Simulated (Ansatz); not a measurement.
## Run report: ZnSe, Wannier-function calculation

- system: ZnSe (P6₃/mmc, 4 atoms in the cell)
- method: maximally localised Wannier functions of r2SCAN bands, plane waves, PAW, no spin polarisation (Ansatz 0.2.0)

The structure was built on a prototype by a generator. The geometry comes from this level: r2SCAN. It belongs to a series of runs on one base structure; here: anion s p.

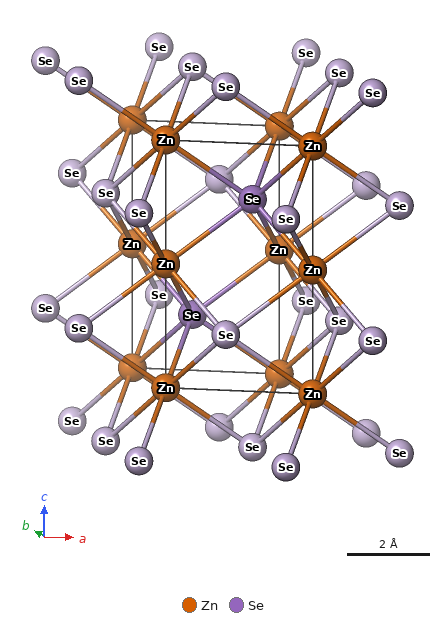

**Figure 1.** The structure as given in the input (ball-and-stick view of the cell of the calculation, seen slightly off an axis; neighbours outside the cell are drawn fainter). Near neighbours in the crystal (not all of them lie inside the picture): Zn has 6 Se at 2.67 Å; Se has 6 Zn at 2.67 Å.

Results in brief:

- outcome: converged
- space group (tolerance 0.01 Å): P6₃/mmc (194)
- electrons treated: 56
- free energy: −17609.6588 eV
- total spread of the Wannier functions: 21.631 Å²
- Fermi energy: 9.262 eV
- band gap: none (metallic)
- hardware: 4 threads of AMD EPYC (Zen 3), 189 GiB of memory available, shared host
- wall time: 21 s (CPU time 53 s)
- peak memory: 0.61 GiB

The input:
```yaml
crystal:
  lattice:
    - [3.7796697619, 0.0, 0.0]
    - [-1.889834881, 3.2732900317, 0.0]
    - [0.0, 0.0, 6.1318974053]
  atoms:
    - { symbol: Zn, position: [0.0, 0.0, 0.0] }
    - { symbol: Zn, position: [0.0, 0.0, 0.5] }
    - { symbol: Se, position: [0.3333333333, 0.6666666667, 0.25] }
    - { symbol: Se, position: [0.6666666667, 0.3333333333, 0.75] }
kpoints:
  mp_grid: { grid: [6, 6, 4] }
  band_path:
    path:
      - [[0.0, 0.0, 0.0], [0.5, 2.623923783392e-17, 1.157954173469e-34], [0.3333333333333, 0.3333333333333, 6.773029517344e-35], [0.0, 0.0, 0.0], [-1.368213194896e-52, -3.916595282169e-52, 0.5], [0.5, 2.623923783392e-17, 0.5], [0.3333333333333, 0.3333333333333, 0.5], [-1.368213194896e-52, -3.916595282169e-52, 0.5]]
      - [[0.5, 2.623923783392e-17, 0.5], [0.5, 2.623923783392e-17, 1.157954173469e-34]]
      - [[0.3333333333333, 0.3333333333333, 0.5], [0.3333333333333, 0.3333333333333, 6.773029517344e-35]]
    npoints: 10
hamiltonian:
  xc: r2scan
scf:
  occupations: { method: fermi_dirac, width: 0.02 }
  n_extra_bands: 6
output:
  forces: false
  stress: false
  eigenvalues: true
  wannier:
    kmesh: [6, 6, 4]
    projections: [{ species: Se, l: s, shell: 4 }, { species: Se, l: p, shell: 4 }]
    minimise: true
    write_hr: true
    conv_tol: 1.0e-08
    max_iter: 3000
  write_density: true
  write_potential: true
  elf: true
  volumetric_format: npy
```

File wannier.win:
```
! ansatz wannier90 interface
! projections by site (counted from 0) and shell: 2 4S, 3 4S, 2 4P, 3 4P
! states of the run's bands (counted from 1): 11-12, 23-28
! their least projectability: 0.5842
num_bands = 8
num_wann  = 8
num_iter  = 2000
conv_tol = 1e-8
conv_window = 5
guiding_centres = true
write_hr = true

begin unit_cell_cart
Ang
        3.779669761887714   2.8867582428855995e-11                      0.0
      -1.8898348809688568        3.273290031696207                      0.0
                      0.0                      0.0             6.1318974053
end unit_cell_cart

begin atoms_frac
Zn                       0.0                      0.0                      0.0
Zn                       0.0                      0.0                      0.5
Se        0.3333333333333333       0.6666666666666667                     0.25
Se        0.6666666666666667       0.3333333333333333                     0.75
end atoms_frac

mp_grid = 6 6 4
```

Launch command:
```bash
ansatz run input.yaml --threads 4 --pin off --max-ram 3686MiB --backend cpu --events-out ev --progress --plain --runs-dir out
```

Output:
```
scf.n_extra_bands = 6 over 28 filled bands (N_el = 56.0): the run solves 34 bands
Engine: ansatz 0.2.0, x86_64-unknown-linux-gnu
Pseudopotentials: kind: paw
Pseudopotential: Zn, paw, valence charge 12, recommended cutoff 500 eV (meta_gga), Zn.paw.azcp
Pseudopotential: Se, paw, valence charge 16, recommended cutoff 500 eV (meta_gga), Se.paw.azcp
Functional definition: r2SCAN
  parameter k0 = 0.174
  parameter k1 = 0.065
  parameter a1 = 4.9479
  exchange = r2scan_x(k0 = k0, k1 = k1, a1 = a1)
  correlation = r2scan_c
Crystal: 4 atoms, lattice volume = 75.864 Å³
Basis set: ecut = 500 eV, 1943 PW (Γ), exchange–correlation on 120×120×180 points (64 copies of the dense FFT grid, shifted against one another)
Bands: 34, of which v1, the nominal top of the filled ones, is band 28 counted from 1 (27 counted from 0)
Symmetry: 24 space group operations
Space group: P63/mmc (ITA 194), of the structure as read, at distance tolerance 4.2e-5 Å
k-points: 21 of 144
Non-local potential: Zn, projectors of the file, l = 0: 2, l = 1: 2, l = 2: 3, l = 3: 1
Non-local potential: Se, projectors of the file, l = 0: 2, l = 1: 2, l = 2: 3, l = 3: 1
PAW form: soft (Blöchl's): semilocal exchange-correlation on the pseudo side does not see the compensation charge
PAW frozen core: Zn, regenerated for the run's functional (the file was generated under x = pbe(κ = 0.804, μ = 0.2195149727645171), c = pbe(β = 0.06672455060314922))
PAW frozen core: Se, regenerated for the run's functional (the file was generated under x = pbe(κ = 0.804, μ = 0.2195149727645171), c = pbe(β = 0.06672455060314922))
PAW one-centre angular grid: Zn, 590 points (default); XC on 261 of its mesh's 2673 points in the sphere
PAW one-centre angular grid: Se, 590 points (default); XC on 160 Gauss nodes
Initial density: superposition of atomic densities (neutral atoms: chi_scale 0, normalization atom), corrected by the library's trained network
Initial wavefunctions: pseudopotential atomic-orbital guess
Functional: x = r2scan, c = r2scan; τ floored in thin density (d = 2e-4 eV/Å³)
SCF iter   1: F=—  HF=-17609.659277 eV  |F-HF|=—  |Δ(HF+E_count)|=         —  Δρ=1.71e-2  dr2=1.17e-1  dr2_τ=1.02e-2  ethr=1.77e-3  ⟨swp⟩=6.2  Hψ=3073  notcnv=0
preconditioner: auto → LDOS  [insulator: Δε(μ)=0.061 eV  Ē_g=11.908 eV  σ=0.020 eV  W_gap=0.60  n_scr=22 (ndim 8)  ℏωp=25.6 eV  f_vac=0.013  D(μ)=0.67/eV (n_scr^D=2)  ε∞_Penn≈5.6  β→1.0]
SCF iter   2: F=—  HF=-17609.758798 eV  |F-HF|=—  |Δ(HF+E_count)|=   9.95e-2  Δρ=1.85e-2  dr2=1.40e-1  dr2_τ=1.32e-3  ethr=2.09e-4  ⟨swp⟩=2.8  Hψ=1609  notcnv=0  defer=35
SCF iter   3: F=—  HF=-17609.659468 eV  |F-HF|=—  |Δ(HF+E_count)|=   9.93e-2  Δρ=1.31e-3  dr2=1.15e-3  dr2_τ=7.24e-5  ethr=2.09e-4  ⟨swp⟩=2.1  Hψ=1120  notcnv=0  defer=35
SCF iter   4: F=—  HF=-17609.658877 eV  |F-HF|=—  |Δ(HF+E_count)|=   5.91e-4  Δρ=2.18e-4  dr2=4.87e-5  dr2_τ=5.27e-6  ethr=2.06e-6  ⟨swp⟩=2.0  Hψ=1544  notcnv=0  defer=35
SCF iter   5: F=—  HF=-17609.658819 eV  |F-HF|=—  |Δ(HF+E_count)|=   5.79e-5  Δρ=9.72e-5  dr2=4.14e-6  dr2_τ=1.69e-7  ethr=8.70e-8  ⟨swp⟩=2.0  Hψ=1268  notcnv=0  defer=35
SCF iter   6: F=—  HF=-17609.658820 eV  |F-HF|=—  |Δ(HF+E_count)|=   8.56e-7  Δρ=2.53e-5  dr2=4.71e-7  dr2_τ=7.48e-9  ethr=7.39e-9  ⟨swp⟩=2.1  Hψ=1098  notcnv=0  defer=35
SCF iter   7: F=-17609.658820 eV  HF=-17609.658820 eV  |F-HF|=6.98e-10  |Δ(HF+E_count)|=   7.81e-8  Δρ=3.48e-6  dr2=4.95e-9  dr2_τ=4.50e-10  ethr=1.79e-10  ⟨swp⟩=7.2  Hψ=2450  notcnv=0
SCF 1 converged in 7 iterations: F = -17609.658820 eV  dr2 = 4.95e-9
  greatest PAW one-centre occupation: 1.000 electrons in one spin orbital (limit 2), on the Se atom at site 3 (counted from 0), in its partial waves of l = 2
```

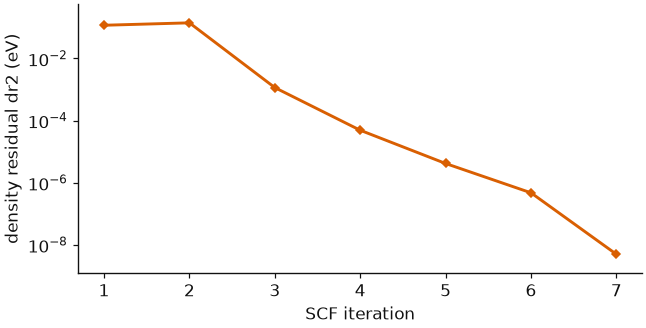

**Figure 2.** Convergence of the self-consistent field: density residual dr2 against the SCF iteration. The residual falls almost steadily, with no more than small rises.

```
NSCF: frozen V_eff on 93 k-points
NSCF: frozen V_eff on 25 k-points
the Wannier pass solved 25 of the 144 points of its mesh, and has the states at the others by symmetry: states obtained by the crystal's operations at points that were solved too leave a residual of 5.02e-13 eV (read by the count's bands and the next), within 5.56e-6 eV
SCF converged after 7 iterations
Free energy (F): -17609.658820 eV
Harris-Foulkes:  -17609.658820 eV  (|F-HF|=6.98e-10)
Internal energy: -17609.657513 eV  (E = F + TS)
E sigma→0 (E₀):  -17609.658167 eV
Entropy (-TS):   -0.001306 eV (-0.327 meV/atom)
Fermi energy:    9.262110 eV
--- Per-component energies (eV) ---
  E_band       = -661.162542
  E_kinetic    = 499.714998
  E_local      = -7705.226810  (includes V_loc(G=0)·N_el)
  E_nonlocal   = 50.533463
  E_hartree    = 3605.928269
  E_xc         = -443.636854
  E_vxc        = -316.724705  (∫ρ·V_xc dr)
  E_paw        = -7555.879247  (= ΣΔE_a)
  E_vpaw       = -416.851091  (= ΣTr[D̂ρ^β])
  E_aug_tail   = -0.000486  (compensation charges beyond the density's cutoff)
  E_vtau       = 15.531836  (kinetic-family band-sum trace: ∫τ·v_τ [+ j·A + Jᵃ·Aᵃ] dr)
  E_ewald      = -6057.196069
  E_core_change = -3.894778  (= ΣΔE_core)
  E_smearing   = -0.001306  (= −TS)
  E_closure    = -0.000000  (closes the sum)
  Σ components = -17609.658820   (vs F -17609.658820, Δ=0.00e0)
--- Band table (eV; the first three rows and the last of 21) ---
  k-point 0: bands = ["-38.5083", "-38.5083", "-38.5076", "-38.5076", "-38.5053", "-38.5050", "-38.5038", "-38.5038", "-38.5038", "-38.5038", "-5.1731", "-3.6918", "1.9104", "2.0579", "2.0579", "2.1604", "2.3756", "2.3756", "2.3790", "2.3790", "2.5290", "2.5290", "3.6002", "8.5865", "8.5865", "8.8132", "9.0602", "9.0602", "10.3906", "12.8271", "15.8458", "15.8458", "17.4257", "17.5167"]
  k-point 1: bands = ["-38.5082", "-38.5082", "-38.5077", "-38.5077", "-38.5053", "-38.5051", "-38.5038", "-38.5038", "-38.5038", "-38.5038", "-5.0063", "-3.9819", "2.1058", "2.1058", "2.1287", "2.2004", "2.3371", "2.3371", "2.3930", "2.3930", "2.4967", "2.4967", "3.9691", "7.2709", "8.6768", "8.6768", "9.0120", "9.0120", "11.6269", "12.8801", "15.7508", "15.7508", "16.6091", "16.6091"]
  k-point 2: bands = ["-38.5080", "-38.5080", "-38.5080", "-38.5080", "-38.5052", "-38.5052", "-38.5038", "-38.5038", "-38.5038", "-38.5038", "-4.5506", "-4.5506", "2.2232", "2.2232", "2.2232", "2.2232", "2.2577", "2.2577", "2.4386", "2.4386", "2.4386", "2.4386", "5.3062", "5.3062", "8.8657", "8.8657", "8.8657", "8.8657", "12.6732", "12.6732", "15.8747", "15.8747", "15.8747", "15.8747"]
  k-point 20: bands = ["-38.5082", "-38.5082", "-38.5082", "-38.5082", "-38.5047", "-38.5047", "-38.5034", "-38.5034", "-38.5033", "-38.5033", "-3.4744", "-3.4744", "2.1040", "2.1040", "2.3147", "2.3147", "2.3495", "2.3495", "2.4574", "2.4574", "2.6806", "2.6806", "3.9751", "3.9751", "4.9726", "4.9726", "8.8354", "8.8354", "12.7074", "12.7074", "13.7375", "13.7375", "17.3460", "17.3460"]
Wannier search: line search 1 of at most 3000: gauge-dependent spread (as the search counts it) 4.0120742 Å², largest recent change 7.2e-1 Å² and fall left 5.6e-3 Å² against conv_tol 1.0e-8 Å², 0 stops escaped
```

File wannier.spreads.toml:
```
omega_i_ang2 = 19.73524598869932
omega_d_ang2 = 0.05289669908230736
omega_od_ang2 = 1.843023266364653
omega_total_ang2 = 21.63116595414628
least_projectability = 0.5841518951415869
b_vectors_match_mmn = true
n_iter = 34
converged = true
rejected_fitted_steps = 1

[[wannier]]
r = [2.422201008792718, 0.7837348609799961, 4.7377369236110365]
spread = 2.5522988212147304

[[wannier]]
r = [-0.00000010344845870898686, 1.567470248252264, 1.6717889777681887]
spread = 2.5522994276204978

[[wannier]]
r = [1.3574697161911409, 0.7837351967107394, 4.737739075676983]
spread = 2.5522997331402664

[[wannier]]
r = [-0.5323654582705084, 2.4895544595355186, 1.671790077154062]
spread = 2.552300122950017

[[wannier]]
r = [1.8898350472903322, 1.705818608138809, 4.737740229591588]
spread = 2.552300477890469

[[wannier]]
r = [0.5323648530940969, 2.4895542632979932, 1.6717914323443301]
spread = 2.552300645392517

[[wannier]]
r = [0.0000006798595966472995, 2.1821944171309684, 1.107166480196978]
spread = 3.158682716956105

[[wannier]]
r = [1.8898337978741857, 1.0910980091408533, 4.173115543398432]
spread = 3.158684008981872

[[curvature_check]]
after_line_search = 12
omega_tilde_before_ang2 = 3.043268326932827
krylov_steps = 44
lowest_ritz_value_ang2 = -2.1016233000997118
residual_ang2 = 2.0932555537740186e-17
settled = true
first_negative_step = 3
curvature_along_ang2 = -1.2921561653043023
angle_rad = 0.8177045371520179
omega_tilde_after_ang2 = 2.7107518459092894
outcome = "escaped"

[[curvature_check]]
after_line_search = 34
omega_tilde_before_ang2 = 1.8959199654469605
krylov_steps = 36
lowest_ritz_value_ang2 = 0.34609998021746047
residual_ang2 = 5.127356038632403e-9
settled = true
outcome = "no-negative-curvature"
```

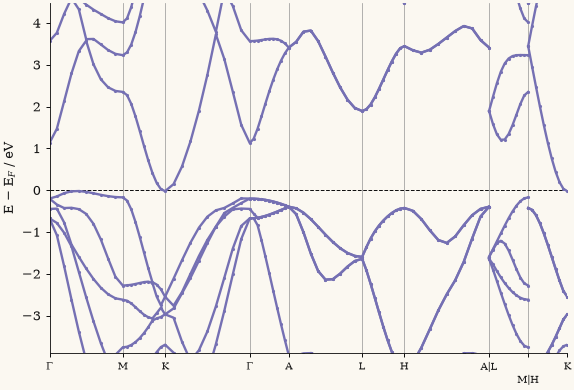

**Figure 3.** Band structure along Γ–M–K–Γ–A–L–H–A|L–M|H–K, with energies from the Fermi level.

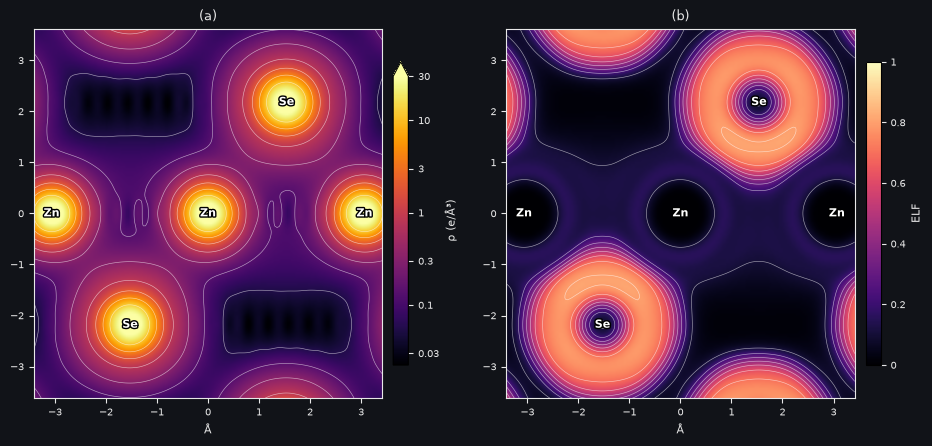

**Figure 4.** (a) valence electron density; (b) electron localisation function on the (110) plane of the conventional cell. The section cuts through Zn and Se sites. Zn–Se (2.67 Å): ρ is about 0.31 e/Å³ halfway, with its minimum of 0.28 e/Å³ about 1.2 Å from Zn; the ELF peaks at about 0.80 in the valence shell of Se, 0.9 Å from its nucleus, and drops to about 0.15 between the two atoms. Away from the nuclei the density in this plane falls to 0.02 e/Å³ at its lowest. Core electrons are frozen (PAW), so the fields are smoothed inside the atomic spheres.

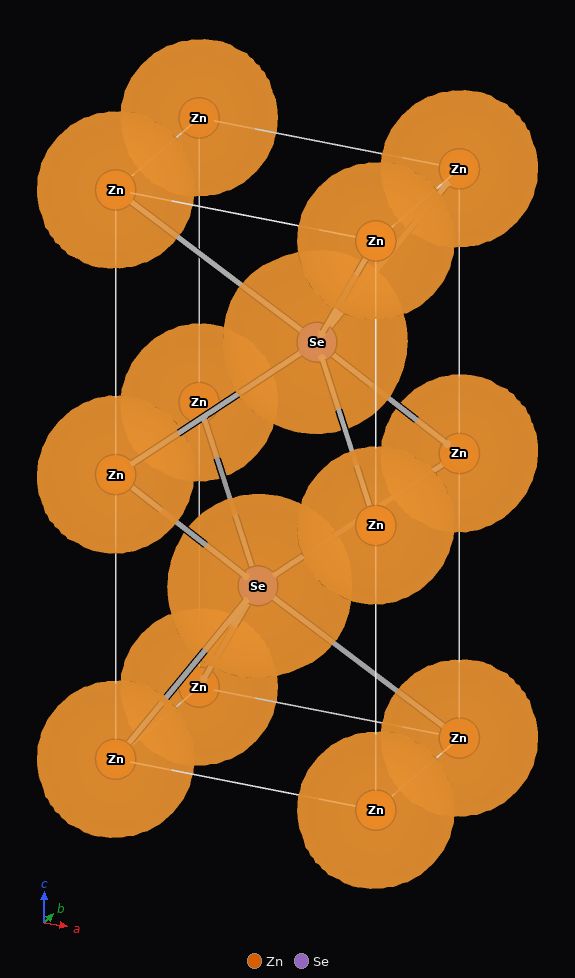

**Figure 5.** Isosurface of the valence electron density at 0.6 e/Å³ (orange), seen slightly off an axis. Sticks mark near contacts. The outline is the cell set on symmetry axes. At this value the density breaks into separate islands; it holds about 80 % of the electrons treated as valence. It is pinched off along the Zn–Se (2.67 Å) contacts. On the grid the lowest density along these lines, outside the cores, is 0.28 e/Å³ (Zn–Se, 2.67 Å).

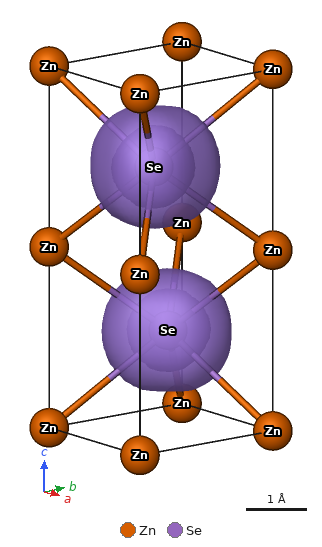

**Figure 6.** Isosurface of the electron localisation function at 0.75 (purple), seen slightly off an axis. Core shells and regions of very low density are left out. Sticks mark near contacts. The outline is the cell set on symmetry axes. Along the contacts the grid gives the following. Zn–Se (2.67 Å): the ELF peaks at about 0.80 in the valence shell of Se, 0.9 Å from its nucleus, and drops to about 0.15 between the two atoms.
